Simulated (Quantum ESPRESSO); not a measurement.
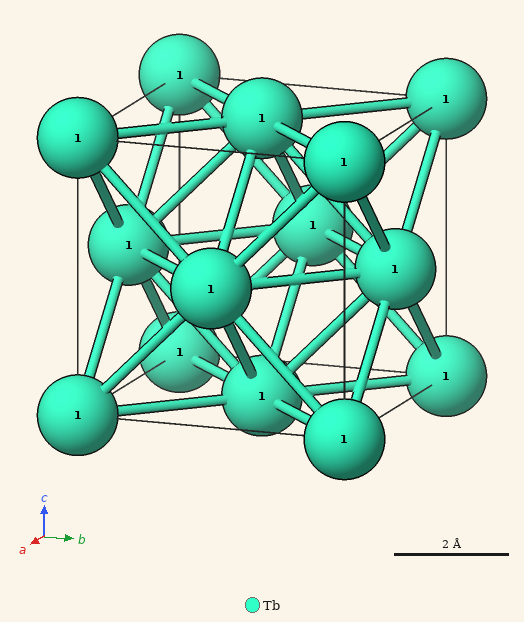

Figure 1. The structure (ball-and-stick view of the cell 4 times as large as that of the calculation, set on its symmetry axes, seen slightly off an axis; atoms are numbered from 1 in the order of the input). Near neighbours in the crystal (not all of them lie inside the picture): Tb has 12 Tb at 3.56 Å.

## Run report: Tb, projected density-of-states run

Tb (Fm-3m, 1 atom in the cell), set up with Kohn-Sham DFT of a periodic cell, PBE with TS, PseudoDojo 0.4 SR PBE 3plus (Quantum ESPRESSO 7.5).

The structure derives from a Materials Project entry.

The input
```
&CONTROL
  calculation = 'scf'
  prefix = 'pwscf'
  outdir = './tmp'
  pseudo_dir = './pseudo'
  tprnfor = .true.
  tstress = .true.
  disk_io = 'low'
/
&SYSTEM
  ibrav = 0
  nat = 1
  ntyp = 1
  ecutwfc = 90
  nbnd = 14
  occupations = 'smearing'
  smearing = 'fd'
  degauss = 0.00734986
  nspin = 2
  starting_magnetization(1) = 0.5455
  vdw_corr = 'ts'
/
&ELECTRONS
  conv_thr = 2d-10
  electron_maxstep = 75
  mixing_beta = 1.5
  mixing_ndim = 1
/
ATOMIC_SPECIES
Tb   158.9254 Tb.upf
CELL_PARAMETERS angstrom
   0.0000000000    2.5199650902    2.5199650902
   2.5199650902    0.0000000000    2.5199650902
   2.5199650902    2.5199650902    0.0000000000
ATOMIC_POSITIONS crystal
Tb     0.0000000000    0.0000000000    0.0000000000
K_POINTS automatic
9 9 9 0 0 0
```

Machine: 1 thread of Intel Xeon (Granite Rapids), 64 GiB of memory available, shared host.

Run as:
```bash
OMP_NUM_THREADS=1 pw.x -in pw.in > pw.out
```

The program's output
```
This program is part of the open-source Quantum ESPRESSO suite
     for quantum simulation of materials; please cite
         "P. Giannozzi et al., J. Phys.:Condens. Matter 21 395502 (2009);
         "P. Giannozzi et al., J. Phys.:Condens. Matter 29 465901 (2017);
         "P. Giannozzi et al., J. Chem. Phys. 152 154105 (2020);
          URL
     in publications or presentations arising from this work. More details at

     Message from routine setup:
     using ibrav=0 with symmetry is DISCOURAGED, use correct ibrav instead

     Subspace diagonalization in iterative solution of the eigenvalue problem:
     a serial algorithm will be used

     G-vector sticks info
     --------------------
     sticks:   dense  smooth     PW     G-vecs:    dense   smooth      PW
     Sum        1135    1135    337                25101    25101    4015

     Using Slab Decomposition

     bravais-lattice index     =            0
     lattice parameter (alat)  =       6.7345  a.u.
     unit-cell volume          =     215.9783 (a.u.)^3
     number of atoms/cell      =            1
     number of atomic types    =            1
     number of electrons       =        11.00
     number of Kohn-Sham states=           14
     kinetic-energy cutoff     =      90.0000  Ry
     charge density cutoff     =     360.0000  Ry
     scf convergence threshold =      2.0E-10
     mixing beta               =       1.5000
     number of iterations used =            1  plain     mixing
     Exchange-correlation= PBE
                           (   1   4   3   4   0   0   0)

     celldm(1)=   6.734547  celldm(2)=   0.000000  celldm(3)=   0.000000
     celldm(4)=   0.000000  celldm(5)=   0.000000  celldm(6)=   0.000000

     crystal axes: (cart. coord. in units of alat)
               a(1) = (   0.000000   0.707107   0.707107 )
               a(2) = (   0.707107   0.000000   0.707107 )
               a(3) = (   0.707107   0.707107   0.000000 )

     reciprocal axes: (cart. coord. in units 2 pi/alat)
               b(1) = ( -0.707107  0.707107  0.707107 )
               b(2) = (  0.707107 -0.707107  0.707107 )
               b(3) = (  0.707107  0.707107 -0.707107 )

     PseudoPot. # 1 for Tb read from file:
     Tb.upf
     Pseudo is Norm-conserving + core correction, Zval = 11.0
     Generated using ONCVPSP code by D. R. Hamann
     Using radial grid of 1792 points,  7 beta functions with:
                l(1) =   0
                l(2) =   0
                l(3) =   1
                l(4) =   1
                l(5) =   2
                l(6) =   2
                l(7) =   3

     atomic species   valence    mass     pseudopotential
     Tb               11.00   158.92540     Tb( 1.00)

     Starting magnetic structure
     atomic species   magnetization
     Tb              0.545

     48 Sym. Ops., with inversion, found

   Cartesian axes

     site n.     atom                  positions (alat units)
         1        Tb     tau(   1) = (   0.0000000   0.0000000   0.0000000  )

     number of k points=    35  Fermi-Dirac smearing, width (Ry)=  0.0073
                       cart. coord. in units 2pi/alat
        k(    1) = (   0.0000000   0.0000000   0.0000000), wk =   0.0013717
        k(    2) = (   0.0785674   0.0785674  -0.0785674), wk =   0.0109739
        k(    3) = (   0.1571348   0.1571348  -0.1571348), wk =   0.0109739
        k(    4) = (   0.2357023   0.2357023  -0.2357023), wk =   0.0109739
        k(    5) = (   0.3142697   0.3142697  -0.3142697), wk =   0.0109739
        k(    6) = (   0.1571348   0.0000000   0.0000000), wk =   0.0082305
        k(    7) = (   0.2357023   0.0785674  -0.0785674), wk =   0.0329218
        k(    8) = (   0.3142697   0.1571348  -0.1571348), wk =   0.0329218
        k(    9) = (   0.3928371   0.2357023  -0.2357023), wk =   0.0329218
        k(   10) = (  -0.2357023  -0.3928371   0.3928371), wk =   0.0329218
        k(   11) = (  -0.1571348  -0.3142697   0.3142697), wk =   0.0329218
        k(   12) = (  -0.0785674  -0.2357023   0.2357023), wk =   0.0329218
        k(   13) = (  -0.0000000  -0.1571348   0.1571348), wk =   0.0164609
        k(   14) = (   0.3142697   0.0000000   0.0000000), wk =   0.0082305
        k(   15) = (   0.3928371   0.0785674  -0.0785674), wk =   0.0329218
        k(   16) = (   0.4714045   0.1571348  -0.1571348), wk =   0.0329218
        k(   17) = (  -0.1571348  -0.4714045   0.4714045), wk =   0.0329218
        k(   18) = (  -0.0785674  -0.3928371   0.3928371), wk =   0.0329218
        k(   19) = (   0.0000000  -0.3142697   0.3142697), wk =   0.0164609
        k(   20) = (   0.4714045   0.0000000   0.0000000), wk =   0.0082305
        k(   21) = (   0.5499719   0.0785674  -0.0785674), wk =   0.0329218
        k(   22) = (  -0.0785674  -0.5499719   0.5499719), wk =   0.0329218
        k(   23) = (  -0.0000000  -0.4714045   0.4714045), wk =   0.0164609
        k(   24) = (   0.6285394   0.0000000   0.0000000), wk =   0.0082305
        k(   25) = (   0.0000000  -0.6285394   0.6285394), wk =   0.0164609
        k(   26) = (   0.3142697   0.1571348   0.0000000), wk =   0.0329218
        k(   27) = (   0.3928371   0.2357023  -0.0785674), wk =   0.0658436
        k(   28) = (  -0.2357023  -0.3928371   0.5499719), wk =   0.0658436
        k(   29) = (   0.4714045   0.1571348   0.0000000), wk =   0.0329218
        k(   30) = (  -0.1571348  -0.4714045   0.6285394), wk =   0.0658436
        k(   31) = (  -0.0785674  -0.3928371   0.5499719), wk =   0.0658436
        k(   32) = (   0.0000000  -0.3142697   0.4714045), wk =   0.0329218
        k(   33) = (  -0.0785674  -0.5499719   0.7071068), wk =   0.0329218
        k(   34) = (  -0.0000000  -0.4714045   0.6285394), wk =   0.0329218
        k(   35) = (  -0.0785674  -0.3928371   0.7071068), wk =   0.0329218

     Dense  grid:    25101 G-vectors     FFT dimensions: (  45,  45,  45)

   TS-vdW initialization
   ---------------------

   Determining TS-vdW damping function parameters...
     ddamp = 20.000000
     sR =  0.940000
   Initializing species #   1 with atomic symbol Tb
     Equispaced/Uniform radial atomic grid detected...
     Radial grid parameter: NrgpA is  1792.
     Radial grid parameter: gfctrA is  1.000000.
     Radial grid parameter: dxA is  0.010000.
     The number of valence electrons, eref, is        10.999998391565050.
     The reference free atom volume, vref, is       258.611238076191626 bohr^3.
     Determining intial radial grid cutoff...
     An acceptable radial grid cutoff was determined by retaining 1109 of 1792 radial grid points.
     The magnitude of the atomic pseudo-density at the radial grid cutoff is  9.549884E-07.
     Using this radial grid cutoff value of        11.080000000000000 au:
     The free atom volume computed with this cutoff is       256.032145738205713 bohr^3 with an error of  0.997%.
     Linear grid spacing was computed as:         0.012080000000000 bohr.

 %%%%%%%%%%%%%%%%%%%%%%%%%%%%%%%%%%%%%%%%%%%%%%%%%%%%%%%%%%%%%%%%%%%%%%%%%%%%%%
     Error in routine tsvdw (1):
     Reference free atom parameters not available for requested atom type...
 %%%%%%%%%%%%%%%%%%%%%%%%%%%%%%%%%%%%%%%%%%%%%%%%%%%%%%%%%%%%%%%%%%%%%%%%%%%%%%

     stopping ...
```

Outcome

```json
{"quantity": "outcome", "value": "refused by the program"}
{"quantity": "space group (tolerance 0.01 Å)", "value": "Fm-3m (225)"}
```

What went wrong

Some settings of this run were drawn to be unusual or wrong (mixing_beta set to 1.5; mixing_ndim set to 1). The program refused the input: “tsvdw (1): Reference free atom parameters not available for requested atom type...”
